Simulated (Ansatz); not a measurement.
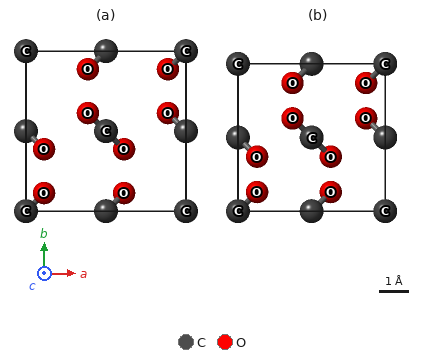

The structure of a crystal of CO2 (set up in Pa-3) before (left) and after (right) a relaxation, at one scale.

The picture is a ball-and-stick view of the cell of the calculation, seen along the c axis.

The start is a measured structure.

These are results of DFT, PAW plane waves, r2SCAN (Ansatz), not measurements. Set-up: plane-wave cutoff 500 eV; k-point mesh 5 × 5 × 5; occupations cold; smearing width 0.1501 eV; no spin polarisation; cell and atoms relaxed; at most 80 steps.

> What changed between the two?

The largest moves relative to the cell, 0.15 Å, are those of O atoms. C stays in place. The drawn cell changes as follows: a = b = c 5.587 → 5.143 Å (−8.0 %); the volume changes by −22.0 %. Some distances before and after: C–O 1.094 → 1.157 Å. The space group stays Pa-3 (No. 205). After 4 accepted moves (5 points after the start) the energy has fallen by 153 meV per atom. With the target pressure of 5 GPa, the enthalpy E + pV changes by −253 meV per atom. Largest force component: 5.3 eV/Å at the start, 0.0041 eV/Å at the end. The pressure goes from 24.08 to 5.02 GPa. The SCF was repeated once at an unchanged geometry on a basis and grid sized afresh for the cell, which shifted the energy by 2.3 meV per atom at most. Cost: 56 s on 2 threads of Intel(R) Xeon(R) 6975P-C (Granite Rapids), with other jobs on the host, peak memory 0.92 GiB.
